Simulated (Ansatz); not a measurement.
# Geometry relaxation of ZrO (part 2 of 2)

The same run, continued: ZrO (P4/nmm, 4 atoms in the cell); DFT PBEsol, scalar-relativistic, plane waves, PAW, no spin polarisation (Ansatz 0.2.0); cutoff 420 eV, 12×12×10 k-mesh, Gaussian smearing of 0.1 eV. The structure was made by swapping elements on the sites of another compound; it need not be a known phase. It belongs to a series of runs on one base structure; here: Sn -> Zr on all its sites, cell and atoms relaxed.

Geometry of the input (Å; fractional positions):
```
3.5868  0.0000  0.0000
0.0000  3.5868  0.0000
0.0000  0.0000  4.8354
Zr 0.0000  0.5000  0.2351
Zr 0.5000  0.0000  0.7649
O  0.5000  0.5000  0.0000
O  0.0000  0.0000  0.0000
```

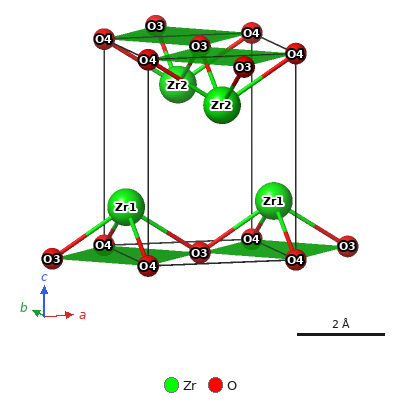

Fig. 1: The geometry at step 3 of the log (polyhedral view of the cell of the calculation, seen slightly off an axis; polyhedra are completed across the faces of the cell; atoms are numbered from 1 in the order of the input).

### Log, continued
```
SCF iter   1: F=—  HF=-9383.738614 eV  |F-HF|=—  |Δ(HF+E_count)|=         —  Δρ=4.76e-5  dr2=5.62e-8  ethr=1.95e-8  ⟨swp⟩=3.7  Hψ=27401  notcnv=0
preconditioner: auto → Kerker (q_TF=auto, 2.491 Å⁻¹)  [metal: Δε(μ)=0.003 eV  Ē_g=9.546 eV  σ=0.100 eV  W_gap=0.02  n_scr=18 (ndim 8)  ℏωp=21.1 eV  f_vac=0.000  D(μ)=2.09/eV (n_scr^D=14)]
SCF iter   2: F=—  HF=-9383.738613 eV  |F-HF|=—  |Δ(HF+E_count)|=   8.89e-7  Δρ=2.41e-5  dr2=2.12e-8  ethr=1.56e-10  ⟨swp⟩=2.0  Hψ=5411  notcnv=0
SCF iter   3: F=—  HF=-9383.738613 eV  |F-HF|=—  |Δ(HF+E_count)|=   1.84e-7  Δρ=2.42e-6  dr2=3.53e-9  ethr=5.89e-11  ⟨swp⟩=2.0  Hψ=4842  notcnv=0
SCF iter   4: F=—  HF=-9383.738613 eV  |F-HF|=—  |Δ(HF+E_count)|=   1.22e-9  Δρ=1.39e-6  dr2=1.20e-9  ethr=9.80e-12  ⟨swp⟩=2.0  Hψ=5258  notcnv=0
SCF iter   5: F=-9383.738613 eV  HF=-9383.738613 eV  |F-HF|=7.82e-11  |Δ(HF+E_count)|=  1.07e-10  Δρ=4.70e-7  dr2=1.38e-10  ethr=1.00e-12  ⟨swp⟩=2.9  Hψ=13421  notcnv=0
SCF 6 converged in 5 iterations: F = -9383.738613 eV  dr2 = 1.38e-10
relax step   6: F+E_penalty+E_count = -9383.73861328 eV  Δ(F+E_penalty+E_count) = +6.353e-5 eV  max|allowed force component| = 2.070e-5 eV/Å  Δτ_max = 0.0000 Å  P = -0.001 GPa  Ω = 62.178 Å³  stress off target by 2.11e-3 GPa  SCF on the basis re-selected at this cell (its energy is not comparable with the rows above)  (5 SCF iters)
```

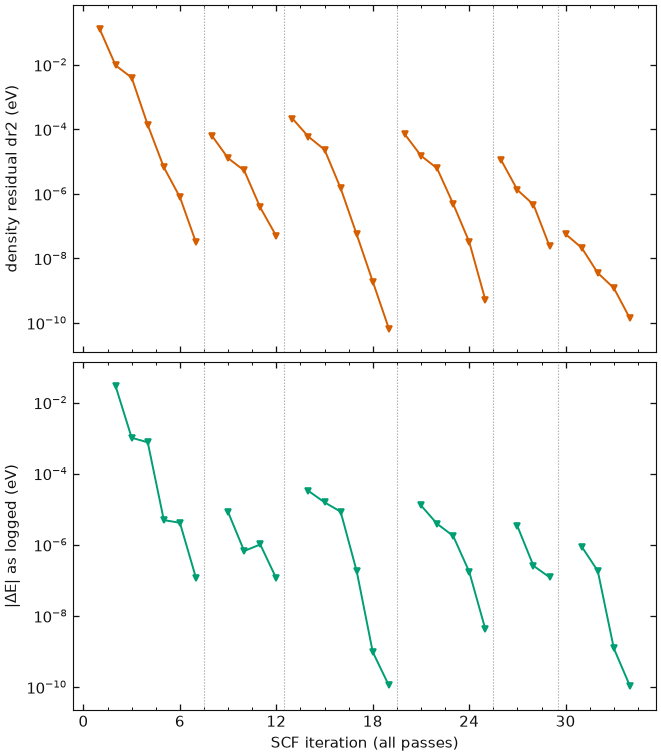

Fig. 2: Convergence of the self-consistent field: density residual dr2 and size of the energy change against the SCF iteration. The dotted lines part the SCF passes of the relaxation: geometry steps, rejected trials and re-solves on a re-selected basis. The 6 passes take 4 to 7 iterations each, 34 in all.

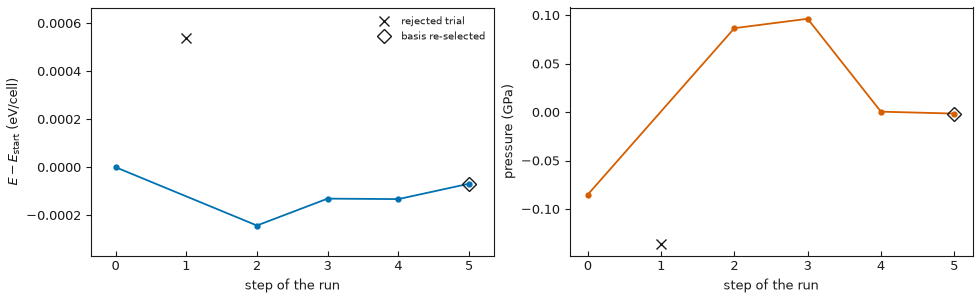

Fig. 3: Progress of the relaxation, step by step (the first geometry is step 0 here and step 1 in the log). Over 4 geometry steps the energy falls by 0.1 meV per cell of the calculation. Largest force component: 0.01 eV/Å at the start, under 0.0001 eV/Å at the end. The pressure goes from −0.08 to 0.00 GPa. The line search rejected the trial step at point 1 (counted from 0) and went back. No atom moves by more than 0.005 Å relative to the cell. The space group stays P4/nmm (No. 129). A last SCF at the same geometry on a re-selected plane-wave basis shifts the energy by +0.1 meV per cell of the calculation. (Atoms are counted from 1 in the order of the input.)

```
basis re-selected at this cell: Δ(F+E_penalty+E_count) = +6.353e-5 eV, ΔP = -0.002 GPa vs the last step (what re-selecting the basis moved, of the pressure what is left beyond the Pulay correction that the steps carried, after the strain that the cell walked since its last selection, with what the two solves' SCF thresholds leave and, on support functions, any second-order correction that the steps lacked; it is no measure of the basis error at this ecutwfc). This SCF's stress stands 2.11e-3 GPa from its target on what of the cell is left free (relax.cell.stress_tol is 1.00e-1 GPa) and its largest allowed force component is 2.07e-5 eV/Å (relax.f_tol is 1.00e-2 eV/Å): within both
SCF converged after 5 iterations
Free energy (F): -9383.738613 eV
Harris-Foulkes:  -9383.738613 eV  (|F-HF|=7.82e-11)
Internal energy: -9383.728170 eV  (E = F + TS)
E sigma→0 (E₀):  -9383.733391 eV
Entropy (-TS):   -0.010444 eV (-2.611 meV/atom)
Fermi energy:    12.862441 eV
--- Per-component energies (eV) ---
  E_band       = -234.510942
  E_kinetic    = 1018.299462
  E_local      = -2323.539559  (includes V_loc(G=0)·N_el)
  E_nonlocal   = 255.191260
  E_hartree    = 808.718891
  E_xc         = -467.565931
  E_vxc        = -568.911268  (∫ρ·V_xc dr)
  E_paw        = -6103.813720  (= ΣΔE_a)
  E_vpaw       = -232.993957  (= ΣTr[D̂ρ^β])
  E_aug_tail   = 0.005016  (compensation charges beyond the density's cutoff)
  E_ewald      = -2571.425604
  E_core_change = 0.402017  (= ΣΔE_core)
  E_smearing   = -0.010444  (= −TS)
  E_closure    = 0.000000  (closes the sum)
  Σ components = -9383.738613   (vs F -9383.738613, Δ=0.00e0)
--- Forces (eV/Å), atoms counted from 1 ---
  atom   1  Zr     0.00000000     0.00000000     0.00002070
  atom   2  Zr     0.00000000     0.00000000    -0.00002070
  atom   3  O      0.00000000     0.00000000    -0.00000000
  atom   4  O      0.00000000     0.00000000     0.00000000
  max |Σ_I F_I| component: 0.00e0 eV/Å
--- Stress (GPa, compression-positive) ---
       -0.001142       0.000000       0.000000
        0.000000      -0.001142       0.000000
        0.000000       0.000000      -0.002107
  P = ⅓ Tr σ = -0.0015 GPa (-0.015 kbar)
--- Band table (eV; the first three rows and the last of 168) ---
  k-point 0: bands = ["-37.0787", "-36.9891", "-15.6187", "-15.2258", "-15.2258", "-14.9842", "-14.9842", "-14.7939", "-7.4595", "-7.1092", "5.0624", "5.0668", "5.0668", "5.8330", "8.1798", "8.1798", "10.1999", "13.8111", "13.8140", "14.0510", "14.5929", "15.5790"]
  k-point 1: bands = ["-37.0772", "-36.9906", "-15.6105", "-15.2221", "-15.2221", "-14.9881", "-14.9881", "-14.8058", "-7.4517", "-7.1087", "5.0451", "5.0703", "5.0703", "5.8167", "8.1674", "8.1674", "10.2836", "13.8375", "13.9123", "13.9135", "14.7403", "15.5372"]
  k-point 2: bands = ["-37.0732", "-36.9947", "-15.5878", "-15.2116", "-15.2116", "-14.9989", "-14.9989", "-14.8382", "-7.4314", "-7.1074", "4.9998", "5.0794", "5.0794", "5.7747", "8.1343", "8.1343", "10.5252", "13.6429", "13.9127", "14.1984", "15.0087", "15.4218"]
  k-point 167: bands = ["-37.0008", "-37.0008", "-15.7844", "-15.7844", "-15.2175", "-15.2175", "-15.0229", "-15.0229", "-6.6670", "-6.6670", "4.8635", "4.8635", "7.4143", "7.4143", "8.1046", "8.1046", "12.0012", "12.0012", "12.5291", "12.5291", "14.9504", "14.9504"]
--- Relaxed structure (5 steps of the walk, 4 accepted, 1 SCFs on fresh bases) ---
  F+E_penalty+E_count = -9383.73861328 eV   max|allowed force component| = 2.070e-5 eV/Å   (the final SCF, on the basis selected at the relaxed cell)
  cell:  # Å, volume = 62.1780 Å³
    - [3.5840774756548526, 2.1452059940710432e-35, 0.0]
    - [2.1452059940710432e-35, 3.5840774756548526, 0.0]
    - [0.0, 0.0, 4.84040901853471]
  atoms:
    - { symbol: Zr, position: [-2.0974531908491884e-37, 0.5, 0.23514678750380957] }
    - { symbol: Zr, position: [0.5, 2.621816488561519e-38, 0.7648532124961905] }
    - { symbol: O, position: [0.5, 0.5, -7.96592148252354e-35] }
    - { symbol: O, position: [2.097453190849189e-37, -2.621816488561486e-38, 2.389776444757062e-34] }
```

### Trajectory as extended XYZ (Å, eV, eV/Å), 6 frames, from step=1 to step=6
```
4
Lattice="3.5868 0.0000 0.0000 0.0000 3.5868 0.0000 0.0000 0.0000 4.8354" Properties=species:S:1:pos:R:3:forces:R:3 step=1 energy=-9383.73854 pressure_GPa=-0.08
Zr    0.0000    1.7934    1.1367    0.0000   0.0000  -0.0103
Zr    1.7934    0.0000    3.6987    0.0000   0.0000   0.0103
O     1.7934    1.7934    0.0000    0.0000   0.0000   0.0000
O     0.0000    0.0000    0.0000    0.0000   0.0000   0.0000
4
Lattice="3.5848 0.0000 0.0000 0.0000 3.5848 0.0000 0.0000 0.0000 4.8494" Properties=species:S:1:pos:R:3:forces:R:3 step=2 energy=-9383.73800 pressure_GPa=-0.14 accepted=F
Zr    0.0000    1.7924    1.1373    0.0000   0.0000   0.0614
Zr    1.7924    0.0000    3.7121    0.0000   0.0000  -0.0614
O     1.7924    1.7924    0.0000    0.0000   0.0000   0.0000
O     0.0000    0.0000    0.0000    0.0000   0.0000   0.0000
4
Lattice="3.5818 0.0000 0.0000 0.0000 3.5818 0.0000 0.0000 0.0000 4.8420" Properties=species:S:1:pos:R:3:forces:R:3 step=3 energy=-9383.73879 pressure_GPa=0.09
Zr    0.0000    1.7909    1.1398    0.0000   0.0000  -0.0134
Zr    1.7909    0.0000    3.7022    0.0000   0.0000   0.0134
O     1.7909    1.7909    0.0000    0.0000   0.0000   0.0000
O     0.0000    0.0000    0.0000    0.0000   0.0000   0.0000
4
Lattice="3.5841 0.0000 0.0000 0.0000 3.5841 0.0000 0.0000 0.0000 4.8396" Properties=species:S:1:pos:R:3:forces:R:3 step=4 energy=-9383.73868 pressure_GPa=0.10
Zr    0.0000    1.7921    1.1371    0.0000   0.0000   0.0262
Zr    1.7921    0.0000    3.7025    0.0000   0.0000  -0.0262
O     1.7921    1.7921    0.0000    0.0000   0.0000   0.0000
O     0.0000    0.0000    0.0000    0.0000   0.0000   0.0000
4
Lattice="3.5841 0.0000 0.0000 0.0000 3.5841 0.0000 0.0000 0.0000 4.8404" Properties=species:S:1:pos:R:3:forces:R:3 step=5 energy=-9383.73868 pressure_GPa=0.00
Zr    0.0000    1.7920    1.1382    0.0000   0.0000   0.0001
Zr    1.7920    0.0000    3.7022    0.0000   0.0000  -0.0001
O     1.7920    1.7920    0.0000    0.0000   0.0000   0.0000
O     0.0000    0.0000    0.0000    0.0000   0.0000   0.0000
4
Lattice="3.5841 0.0000 0.0000 0.0000 3.5841 0.0000 0.0000 0.0000 4.8404" Properties=species:S:1:pos:R:3:forces:R:3 step=6 energy=-9383.73861 pressure_GPa=-0.00
Zr    0.0000    1.7920    1.1382    0.0000   0.0000   0.0000
Zr    1.7920    0.0000    3.7022    0.0000   0.0000   0.0000
O     1.7920    1.7920    0.0000    0.0000   0.0000   0.0000
O     0.0000    0.0000    0.0000    0.0000   0.0000   0.0000
```

### Results in brief

| quantity | value |
| --- | --- |
| outcome | converged |
| space group (tolerance 0.01 Å) | P4/nmm (129) |
| electrons treated | 36 |
| free energy | −9383.7386 eV |
| Fermi energy | 12.862 eV |
| gap on the k-point mesh | none (metallic) |
| pressure | 0.00 GPa |
| final volume | 62.18 Å³ |
| largest force (length of the vector) at the end | under 0.001 eV/Å |
| final cell | a = 3.584 Å, b = 3.584 Å, c = 4.840 Å, α = 90.00°, β = 90.00°, γ = 90.00° |
| wall time | 2 min |
| peak memory | 0.55 GiB |
